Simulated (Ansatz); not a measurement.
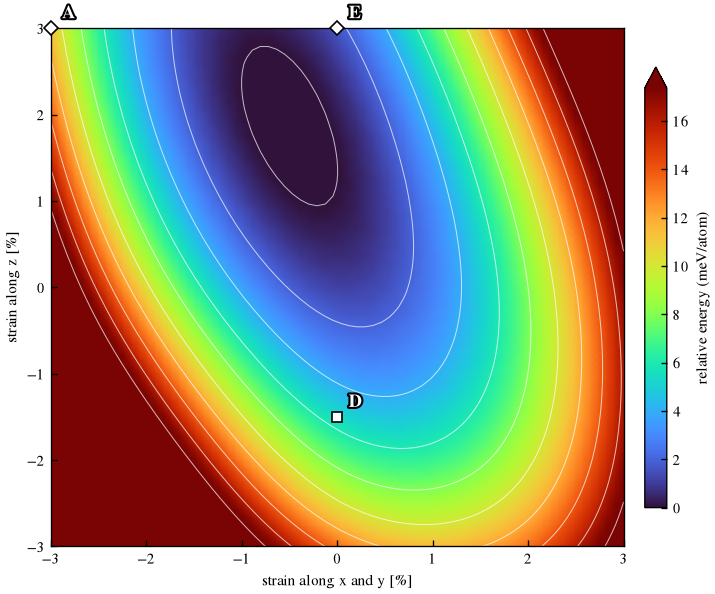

Ge (I4_1/amd, No. 141; 2 atoms in the cell). The cell is strained homogeneously, by one strain along x and y and another along z, with fractional coordinates fixed (x along [1 0 0], z along [0 0 1] of the conventional cell). The first coordinate is: strain along x and y; the second: strain along z. The grid has 5 × 5 points. Energies are in meV/atom, from the lowest grid point. The reference cell is the one listed in the database, not relaxed at this level. Method: DFT r2SCAN, scalar-relativistic, plane waves, PAW (Ansatz 0.2.0). Settings: cutoff 500 eV, k-mesh 20×20×20, gaussian smearing 0.15 eV, no spin polarisation.

The picture shows a smooth colour map with a few white contour lines, one colour for all values above the top of the scale, lettered points. Between grid points the surface is interpolated.

Is A the lowest point of the computed grid?

Answer. No. A lies 11.4 meV/atom above the lowest grid point, which is at strain along x and y = 0.0 %, strain along z = 1.5 %.

Rank the lettered points by energy, lowest first.

Answer. E (1.6 meV/atom), D (5.4 meV/atom), A (11.4 meV/atom).
